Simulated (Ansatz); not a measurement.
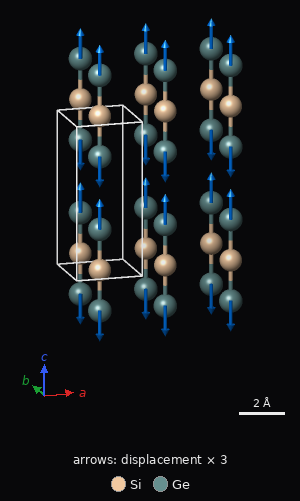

This is a relaxation of a crystal of SiGe$_{2}$ (a generated structure, set up in P4/mmm) (coarse preliminary run). The starting structure is drawn; blue arrows show the displacements (the part carried along by the change of the cell is left out), 3 times their true length.

Style: ball-and-stick. Shown: the cell of the calculation, repeated 3 × 2 × 1 with one cell outlined, slightly off an axis.

Computed with DFT PBE, scalar-relativistic, plane waves, PAW (Ansatz 0.2.0). Set-up: plane-wave cutoff 420 eV; k-point mesh 6 × 6 × 4; occupations gaussian; smearing width 0.1 eV; no spin polarisation; cell and atoms relaxed; force threshold 0.04 eV/Å; at most 70 steps.

### Atoms of which element are displaced furthest, and by how much?

Germanium: up to 0.48 Å, against 0.00 Å for silicon.

### Describe the change and its energy.

The largest moves relative to the cell, 0.48 Å, are those of Ge atoms. Si stays in place. The volume changes by −17.3 %, with a = b 3.073 → 2.698 Å (−12.2 %), c 7.169 → 7.692 Å (+7.3 %). Some distances before and after: Ge–Si 1.895 → 2.509 Å, Si–Si 3.073 → 2.698 Å. The space group stays P4/mmm (No. 123). After 5 accepted moves (7 points after the start) the energy has fallen by 5.062 eV per cell of the calculation. The largest force component goes from 11 to 0.006 eV/Å. Pressure: 27.42 GPa at the start and 0.13 GPa at the end. The line search rejected the trial step at point 4 of the run. The SCF was repeated once at an unchanged geometry on a basis and grid sized afresh for the cell, which shifted the energy by 1.0 meV per cell of the calculation at most.
